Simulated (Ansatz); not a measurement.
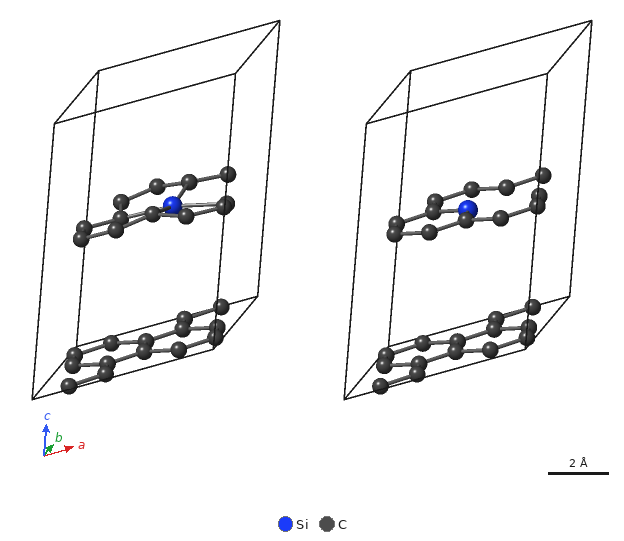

Two geometries of a defect cell of composition SiC$_{26}$, drawn at one scale. One is the start of a relaxation, the other its converged end. Style: ball-and-stick. Shown: the cell of the calculation, reduced to other axes (origin shifted), slightly off an axis. Lengths and directions refer to the drawn axes.

Method: DFT PBE, scalar-relativistic, plane waves, PAW (Ansatz 0.2.0). Settings: plane-wave cutoff 420 eV; k-point mesh 4 × 4 × 4; occupations gaussian; smearing width 0.1 eV; no spin polarisation; atoms relaxed in a fixed cell; force threshold 0.02 eV/Å; at most 60 steps.

### Which one is relaxed?

The left one is the relaxed one. Case: Si on a C site beside a C vacancy, charge +0, atoms relaxed. After 10 geometry steps the energy has fallen by 8.515 eV per cell of the calculation. Largest force component: 23 eV/Å at the start, 0.0079 eV/Å at the end. The atom that moves furthest is the Si atom (0.65 Å along [3 1 0]). Largest moves by element: Si 0.65 Å, C 0.26 Å. The cell stays as it was. Some distances before and after: C–Si 2.467 → 3.083 Å, C–Si 2.467 → 3.043 Å, C–Si 2.467 → 1.898 Å, C–Si 1.424 → 1.909 Å. New bonds form: C–Si (2.47 → 1.90 Å), C–Si (2.47 → 1.91 Å). Bond angles that change, for instance: C–Si–C 120.0° → 86.8°, Si–C–C 120.0° → 101.9°, Si–C–C 120.0° → 105.3°. Cost: 6.1 min on 4 threads of Arm Neoverse V2 (shared host), peak memory 1.3 GiB.

Limits of the set-up: the periodic images lie only 6.5 Å apart, so the values are limited by the cell's size.
